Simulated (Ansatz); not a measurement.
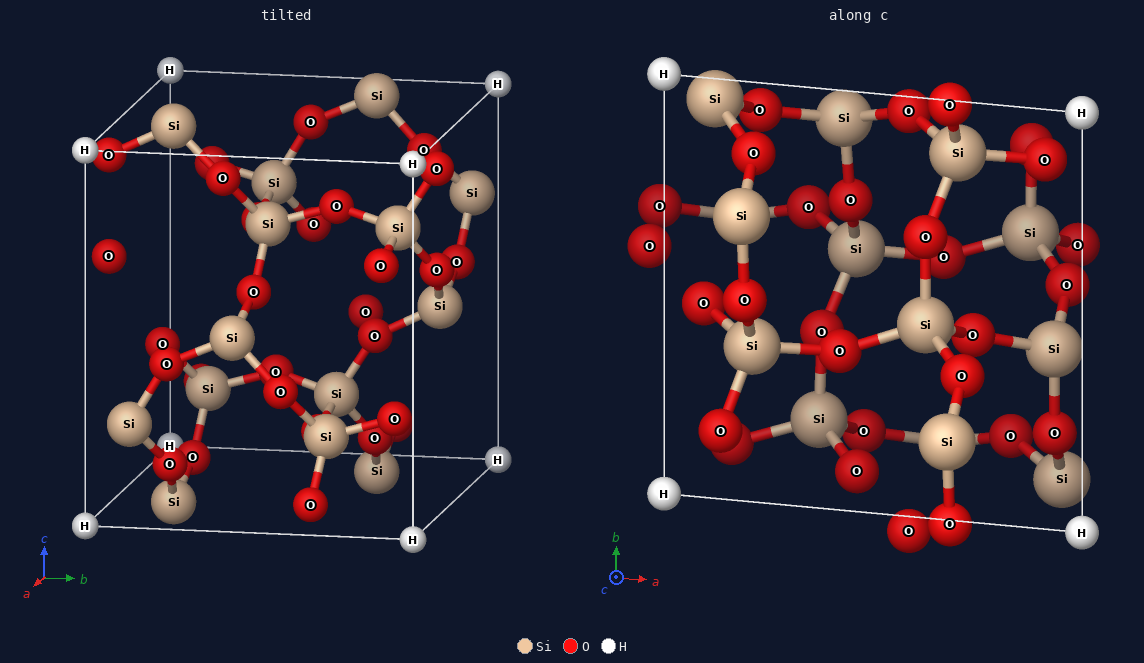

A ball-and-stick rendering, viewed slightly off an axis and along the c axis. The edges of the simulation cell are marked. Cell: a = 7.454 Å, b = 7.454 Å, c = 8.695 Å, α = 90.00°, β = 90.00°, γ = 95.32°.

Describe the crystal.

- The structure is one of Si₁₂HO₂₄.
- All rotations and mirrors are lost; the group is P1.
- The cell comprises 1 formula unit: 12 Si, 1 H, 24 O.
- About every Si there are four O in a tetrahedral arrangement at about 1.6 Å. O bonds to two Si in a bent arrangement at about 1.6 Å.
- The bonds build a three-dimensional framework; H atoms get no bond from the drawing's distance rule.

The initial geometry was a structure listed in the Materials Project, repeated into a supercell with a point defect put in. The atoms were relaxed in a fixed cell with DFT PBE, scalar-relativistic, plane waves, PAW (Ansatz 0.2.0).
